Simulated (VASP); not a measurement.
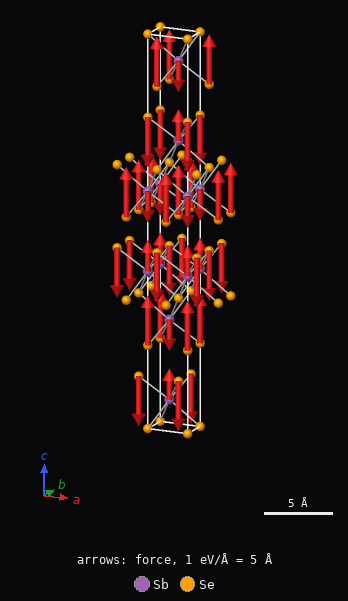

Starting geometry of solid Sb2Se3 (a generated structure, set up in R-3m) with the computed forces as red arrows. The picture is a ball-and-stick view of the conventional cell (3 times the calculation's cell), seen slightly off an axis. Lengths and directions refer to the drawn axes.

The run lets cell and atoms move.

Theory: VASP, Kohn-Sham DFT of a periodic cell, PBE, VASP PAW PBE potentials, recommended.

Input file:
```
ALGO = Fast
EDIFF = 1E-4
EDIFFG = -0.08
ENCUT = 520
GGA = PE
IBRION = 2
ISIF = 3
ISMEAR = 0
KPAR = 2
LASPH = True
LCHARG = False
LREAL = False
LWAVE = False
NELM = 60
NSW = 24
PREC = Normal
SIGMA = 0.15
```

Run as
```bash
cat potpaw_PBE.64/Sb/POTCAR potpaw_PBE.64/Se/POTCAR > POTCAR
mpirun -np 2 vasp_std > vasp.out
```

Question: What follows when this structure is relaxed?

Answer: It isn't relaxed: the largest force vector, on Se atoms, is 0.75 eV/Å. The final displacements follow the starting forces only in part (cosine between the two patterns 0.60). The largest moves relative to the cell, 0.32 Å, are those of Se atoms. By element the largest moves are Se 0.32 Å, Sb 0.12 Å. The drawn cell changes as follows: a = b 4.030 → 4.065 Å (+0.9 %), c 29.400 → 30.592 Å (+4.1 %); the volume changes by +5.9 %. Among the contacts that change: Sb–Se 2.862 → 2.806 Å, Sb–Se 3.023 → 3.010 Å. Bond angles that change, for instance: Se–Sb–Se 89.5° → 92.9°, Sb–Se–Sb 89.5° → 92.9°, Se–Sb–Se 93.4° → 91.0°. The space group stays R-3m (No. 166). Over 16 geometry steps the energy falls by 0.118 eV per cell of the calculation. Largest force component: 0.75 eV/Å at the start, 0.048 eV/Å at the end. The pressure goes from −1.05 to 0.28 GPa.
